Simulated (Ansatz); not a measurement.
## Run report: C, geometry relaxation (part 2 of 2)

C (P6₃mc, 12 atoms in the cell); DFT LDA, scalar-relativistic, plane waves, PAW, PAW set soft_1, no spin polarisation (Ansatz 0.2.0); cutoff 520 eV, 18×18×2 k-mesh, Gaussian smearing of 0.1 eV. The structure derives from a Materials Project entry.

Geometry of the input (Å; fractional positions):
```
2.4562  0.0000  0.0000
-1.2281  2.1272  0.0000
0.0000  0.0000  29.4919
C  0.6667  0.3333  0.9984
C  0.6667  0.3333  0.4984
C  0.6667  0.3333  0.7328
C  0.6667  0.3333  0.2328
C  0.0000  0.0000  0.6158
C  0.3333  0.6667  0.2328
C  0.0000  0.0000  0.1158
C  0.6667  0.3333  0.6158
C  0.3333  0.6667  0.7328
C  0.3333  0.6667  0.1158
C  0.3333  0.6667  0.4984
C  0.3333  0.6667  0.9984
```

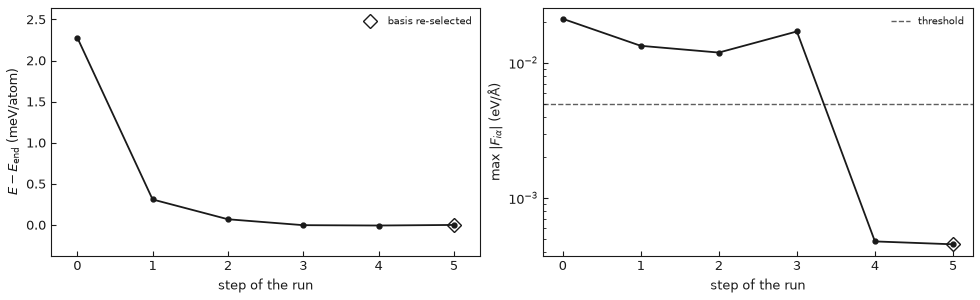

*Progress of the relaxation, step by step (the first geometry is step 0 here and step 1 in the log).*

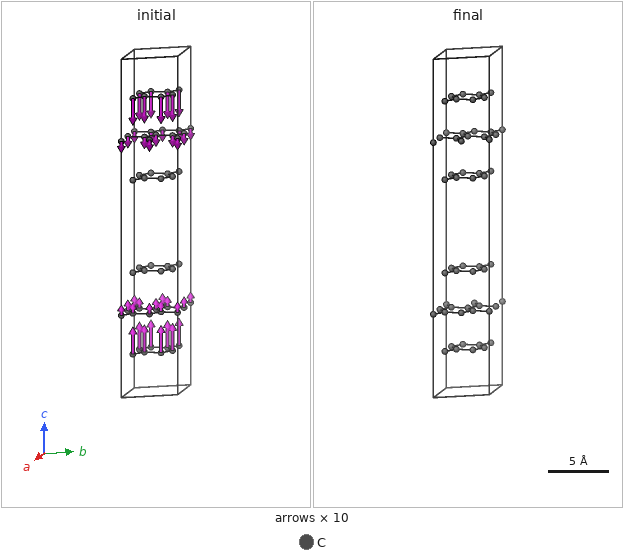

*Before (left) and after (right) the relaxation, at one scale (ball-and-stick view of the 2 × 2 repeat of the cell, with the vacuum cut short, seen slightly off an axis). The pink arrows give the displacements (without the part carried along by the change of the cell), magnified 10 times.*

Over 4 geometry steps the energy falls by 2.3 meV per atom. Largest force component: 0.021 eV/Å at the start, 0.00046 eV/Å at the end. The largest moves relative to the cell, 0.24 Å, are those of C2, C4, C6 and C11. In the plane the drawn cell goes a 4.912 → 4.889 Å (−0.5 %), b 4.913 → 4.889 Å (−0.5 %). Distances before and after: C1–C12 1.418 → 1.411 Å. The space group (tolerance 0.01 Å) goes from P3m1 (No. 156) to P-3m1 (No. 164). A last SCF at the same geometry on a re-selected plane-wave basis shifts the energy by +0.0 meV per atom. (Atoms are counted from 1 in the order of the input.)

```
basis re-selected at this cell: Δ(F+E_penalty+E_count) = +8.284e-5 eV, ΔP = +0.001 GPa vs the last step (what re-selecting the basis moved, of the pressure what is left beyond the Pulay correction that the steps carried, after the strain that the cell walked since its last selection, with what the two solves' SCF thresholds leave and, on support functions, any second-order correction that the steps lacked; it is no measure of the basis error at this ecutwfc). This SCF's stress stands 3.01e-3 GPa from its target on what of the cell is left free (relax.cell.stress_tol is 5.00e-2 GPa) and its largest allowed force component is 4.56e-4 eV/Å (relax.f_tol is 5.00e-3 eV/Å): within both
SCF converged after 5 iterations
Free energy (F): -2915.777296 eV
Harris-Foulkes:  -2915.777296 eV  (|F-HF|=4.09e-12)
Internal energy: -2915.774535 eV  (E = F + TS)
E sigma→0 (E₀):  -2915.775915 eV
Entropy (-TS):   -0.002761 eV (-0.230 meV/atom)
Fermi energy:    3.394945 eV
--- Per-component energies (eV) ---
  E_band       = -275.484756
  E_kinetic    = 1068.836456
  E_local      = -7588.841812  (includes V_loc(G=0)·N_el)
  E_nonlocal   = 295.659143
  E_hartree    = 3372.924895
  E_xc         = -559.279159
  E_vxc        = -691.665445  (∫ρ·V_xc dr)
  E_paw        = -1112.629252  (= ΣΔE_a)
  E_vpaw       = -105.322935  (= ΣTr[D̂ρ^β])
  E_aug_tail   = -0.000016  (compensation charges beyond the density's cutoff)
  E_ewald      = 1606.801220
  E_core_change = 0.753990  (= ΣΔE_core)
  E_smearing   = -0.002761  (= −TS)
  E_closure    = 0.000000  (closes the sum)
  Σ components = -2915.777296   (vs F -2915.777296, Δ=0.00e0)
--- Forces (eV/Å), atoms counted from 1 ---
  atom   1  C     -0.00000000    -0.00000000     0.00016865
  atom   2  C     -0.00000000     0.00000000     0.00020580
  atom   3  C      0.00000000     0.00000000     0.00013873
  atom   4  C     -0.00000000     0.00000000     0.00004330
  atom   5  C      0.00000000     0.00000000    -0.00010936
  atom   6  C      0.00000000    -0.00000000     0.00013873
  atom   7  C      0.00000000    -0.00000000    -0.00010936
  atom   8  C      0.00000000     0.00000000    -0.00045727
  atom   9  C     -0.00000000    -0.00000000     0.00004330
  atom  10  C     -0.00000000     0.00000000    -0.00045727
  atom  11  C      0.00000000     0.00000000     0.00016865
  atom  12  C      0.00000000     0.00000000     0.00020580
  max |Σ_I F_I| component: 2.03e-5 eV/Å
--- Stress (GPa, compression-positive) ---
       -0.000054       0.000000       0.000000
        0.000000      -0.000054       0.000000
        0.000000       0.000000      -0.003006
  P = ⅓ Tr σ = -0.0010 GPa (-0.010 kbar)
--- Band table (eV; the first three rows and the last of 74) ---
  k-point 0: bands = ["-16.2061", "-16.2061", "-16.0920", "-16.0920", "-15.9639", "-15.9639", "-5.1275", "-5.1273", "-4.4226", "-4.4221", "-3.6264", "-3.6260", "0.4040", "0.4040", "0.4040", "0.4040", "0.4068", "0.4068", "0.4068", "0.4068", "0.4239", "0.4239", "0.4239", "0.4239", "6.6594", "6.8792", "7.2964", "7.9319", "8.6535", "9.6004", "10.6698", "11.8643", "11.8643", "11.8643", "11.8643", "11.8785"]
  k-point 1: bands = ["-16.2061", "-16.2061", "-16.0920", "-16.0920", "-15.9639", "-15.9639", "-5.1274", "-5.1274", "-4.4224", "-4.4224", "-3.6262", "-3.6262", "0.4040", "0.4040", "0.4040", "0.4040", "0.4068", "0.4068", "0.4068", "0.4068", "0.4239", "0.4239", "0.4239", "0.4239", "6.7418", "6.7418", "7.5871", "7.5871", "9.1160", "9.1160", "11.2455", "11.2455", "11.8643", "11.8643", "11.8643", "11.8643"]
  k-point 2: bands = ["-16.1320", "-16.1320", "-16.0184", "-16.0184", "-15.8909", "-15.8909", "-5.0363", "-5.0362", "-4.3333", "-4.3328", "-3.5395", "-3.5391", "0.1085", "0.1085", "0.1135", "0.1135", "0.1328", "0.1328", "0.2416", "0.2416", "0.2459", "0.2459", "0.2646", "0.2646", "6.7581", "6.9792", "7.3905", "8.0279", "8.7433", "9.6890", "10.7528", "11.8743", "11.8938", "11.8994", "11.9266", "11.9534"]
  k-point 73: bands = ["-9.1152", "-9.1152", "-9.0460", "-9.0460", "-9.0437", "-9.0437", "-9.0420", "-9.0420", "-9.0301", "-9.0301", "-8.9652", "-8.9652", "-7.3640", "-7.3640", "-7.3606", "-7.3606", "-7.3489", "-7.3489", "2.8998", "2.8998", "3.3842", "3.3842", "3.3889", "3.3889", "3.3973", "3.3973", "3.4094", "3.4094", "3.9309", "3.9309", "13.5051", "13.5051", "13.6733", "13.6733", "14.0419", "14.0419"]
--- Relaxed structure (5 steps of the walk, 5 accepted, 1 SCFs on fresh bases) ---
  F+E_penalty+E_count = -2915.77729577 eV   max|allowed force component| = 4.556e-4 eV/Å   (the final SCF, on the basis selected at the relaxed cell)
  cell:  # Å, volume = 150.5445 Å³
    - [2.444600524435444, 2.873058438285401e-11, 4.706004920854477e-34]
    - [-1.2223002622426034, 2.11708615625149, 3.0267076030077633e-33]
    - [5.650439837456925e-33, 4.5225590730270466e-32, 29.088307346391883]
  atoms:
    - { symbol: C, position: [0.6666666666666667, 0.33333333333333337, 1.001438178830339] }
    - { symbol: C, position: [0.6666666666666667, 0.33333333333333337, 0.5014563038681525] }
    - { symbol: C, position: [0.6666666666666667, 0.33333333333333337, 0.7298539282439656] }
    - { symbol: C, position: [0.6666666666666667, 0.33333333333333337, 0.2298723131799382] }
    - { symbol: C, position: [-6.222430781890325e-34, 1.3601019879151998e-32, 0.6156893956427661] }
    - { symbol: C, position: [0.33333333333333337, 0.6666666666666667, 0.22985392824396556] }
    - { symbol: C, position: [3.649662231206868e-33, -3.782532155787676e-33, 0.11568939564276606] }
    - { symbol: C, position: [0.6666666666666667, 0.33333333333333337, 0.6156898702348391] }
    - { symbol: C, position: [0.33333333333333337, 0.6666666666666667, 0.7298723131799384] }
    - { symbol: C, position: [0.33333333333333337, 0.6666666666666667, 0.11568987023483909] }
    - { symbol: C, position: [0.33333333333333337, 0.6666666666666667, 0.501438178830339] }
    - { symbol: C, position: [0.33333333333333337, 0.6666666666666667, 1.0014563038681525] }
```

### Trajectory as extended XYZ (Å, eV, eV/Å), 6 frames, from step=1 to step=6
```
12
Lattice="2.4562 0.0000 0.0000 -1.2281 2.1272 0.0000 0.0000 0.0000 29.4919" Properties=species:S:1:pos:R:3:forces:R:3 step=1 energy=-2915.74995 pressure_GPa=-2.86
C     1.2281    0.7091   29.4439    0.0000   0.0000   0.0084
C     1.2281    0.7091   14.6979    0.0000   0.0000   0.0212
C     1.2281    0.7091   21.6113    0.0000   0.0000  -0.0193
C     1.2281    0.7091    6.8654    0.0000   0.0000  -0.0081
C     0.0000    0.0000   18.1622    0.0000   0.0000  -0.0004
C     0.0000    1.4181    6.8654    0.0000   0.0000  -0.0193
C     0.0000    0.0000    3.4163    0.0000   0.0000  -0.0004
C     1.2281    0.7091   18.1623    0.0000   0.0000  -0.0018
C     0.0000    1.4181   21.6114    0.0000   0.0000  -0.0081
C     0.0000    1.4181    3.4163    0.0000   0.0000  -0.0018
C     0.0000    1.4181   14.6979    0.0000   0.0000   0.0084
C     0.0000    1.4181   29.4439    0.0000   0.0000   0.0212
12
Lattice="2.4483 0.0000 0.0000 -1.2242 2.1203 0.0000 0.0000 0.0000 29.0894" Properties=species:S:1:pos:R:3:forces:R:3 step=2 energy=-2915.77358 pressure_GPa=-0.83
C     1.2242    0.7068   29.1876    0.0000   0.0000  -0.0134
C     1.2242    0.7068   14.6433    0.0000   0.0000  -0.0070
C     1.2242    0.7068   21.1810    0.0000   0.0000   0.0049
C     1.2242    0.7068    6.6368    0.0000   0.0000   0.0096
C     0.0000    0.0000   17.9037    0.0000   0.0000   0.0039
C     0.0000    1.4135    6.6363    0.0000   0.0000   0.0049
C     0.0000    0.0000    3.3590    0.0000   0.0000   0.0039
C     1.2242    0.7068   17.9037    0.0000   0.0000   0.0021
C     0.0000    1.4135   21.1814    0.0000   0.0000   0.0096
C     0.0000    1.4135    3.3590    0.0000   0.0000   0.0021
C     0.0000    1.4135   14.6429    0.0000   0.0000  -0.0134
C     0.0000    1.4135   29.1880    0.0000   0.0000  -0.0070
12
Lattice="2.4436 0.0000 0.0000 -1.2218 2.1162 0.0000 0.0000 0.0000 29.2522" Properties=species:S:1:pos:R:3:forces:R:3 step=3 energy=-2915.77647 pressure_GPa=0.22
C     1.2218    0.7054   29.2799    0.0000   0.0000   0.0119
C     1.2218    0.7054   14.6545    0.0000   0.0000   0.0015
C     1.2218    0.7054   21.3459    0.0000   0.0000   0.0028
C     1.2218    0.7054    6.7205    0.0000   0.0000  -0.0021
C     0.0000    0.0000   18.0285    0.0000   0.0000  -0.0098
C     0.0000    1.4108    6.7198    0.0000   0.0000   0.0028
C     0.0000    0.0000    3.4024    0.0000   0.0000  -0.0098
C     1.2218    0.7054   18.0284    0.0000   0.0000  -0.0044
C     0.0000    1.4108   21.3466    0.0000   0.0000  -0.0021
C     0.0000    1.4108    3.4023    0.0000   0.0000  -0.0044
C     0.0000    1.4108   14.6538    0.0000   0.0000   0.0119
C     0.0000    1.4108   29.2807    0.0000   0.0000   0.0015
12
Lattice="2.4446 0.0000 0.0000 -1.2223 2.1171 0.0000 0.0000 0.0000 29.1114" Properties=species:S:1:pos:R:3:forces:R:3 step=4 energy=-2915.77733 pressure_GPa=-0.00
C     1.2223    0.7057   29.1516    0.0000   0.0000  -0.0146
C     1.2223    0.7057   14.5956    0.0000   0.0000   0.0171
C     1.2223    0.7057   21.2462    0.0000   0.0000  -0.0098
C     1.2223    0.7057    6.6905    0.0000   0.0000   0.0106
C     0.0000    0.0000   17.9266    0.0000   0.0000   0.0027
C     0.0000    1.4114    6.6906    0.0000   0.0000  -0.0098
C     0.0000    0.0000    3.3709    0.0000   0.0000   0.0027
C     1.2223    0.7057   17.9268    0.0000   0.0000  -0.0058
C     0.0000    1.4114   21.2462    0.0000   0.0000   0.0106
C     0.0000    1.4114    3.3711    0.0000   0.0000  -0.0058
C     0.0000    1.4114   14.5960    0.0000   0.0000  -0.0146
C     0.0000    1.4114   29.1513    0.0000   0.0000   0.0171
12
Lattice="2.4446 0.0000 0.0000 -1.2223 2.1171 0.0000 0.0000 0.0000 29.0883" Properties=species:S:1:pos:R:3:forces:R:3 step=5 energy=-2915.77738 pressure_GPa=-0.00
C     1.2223    0.7057   29.1301    0.0000   0.0000   0.0001
C     1.2223    0.7057   14.5865    0.0000   0.0000   0.0002
C     1.2223    0.7057   21.2302    0.0000   0.0000   0.0002
C     1.2223    0.7057    6.6866    0.0000   0.0000   0.0001
C     0.0000    0.0000   17.9094    0.0000   0.0000  -0.0001
C     0.0000    1.4114    6.6861    0.0000   0.0000   0.0002
C     0.0000    0.0000    3.3652    0.0000   0.0000  -0.0001
C     1.2223    0.7057   17.9094    0.0000   0.0000  -0.0005
C     0.0000    1.4114   21.2308    0.0000   0.0000   0.0001
C     0.0000    1.4114    3.3652    0.0000   0.0000  -0.0005
C     0.0000    1.4114   14.5860    0.0000   0.0000   0.0001
C     0.0000    1.4114   29.1307    0.0000   0.0000   0.0002
12
Lattice="2.4446 0.0000 0.0000 -1.2223 2.1171 0.0000 0.0000 0.0000 29.0883" Properties=species:S:1:pos:R:3:forces:R:3 step=6 energy=-2915.77730 pressure_GPa=-0.00
C     1.2223    0.7057   29.1301    0.0000   0.0000   0.0002
C     1.2223    0.7057   14.5865    0.0000   0.0000   0.0002
C     1.2223    0.7057   21.2302    0.0000   0.0000   0.0001
C     1.2223    0.7057    6.6866    0.0000   0.0000   0.0000
C     0.0000    0.0000   17.9094    0.0000   0.0000  -0.0001
C     0.0000    1.4114    6.6861    0.0000   0.0000   0.0001
C     0.0000    0.0000    3.3652    0.0000   0.0000  -0.0001
C     1.2223    0.7057   17.9094    0.0000   0.0000  -0.0005
C     0.0000    1.4114   21.2308    0.0000   0.0000   0.0000
C     0.0000    1.4114    3.3652    0.0000   0.0000  -0.0005
C     0.0000    1.4114   14.5860    0.0000   0.0000   0.0002
C     0.0000    1.4114   29.1307    0.0000   0.0000   0.0002
```
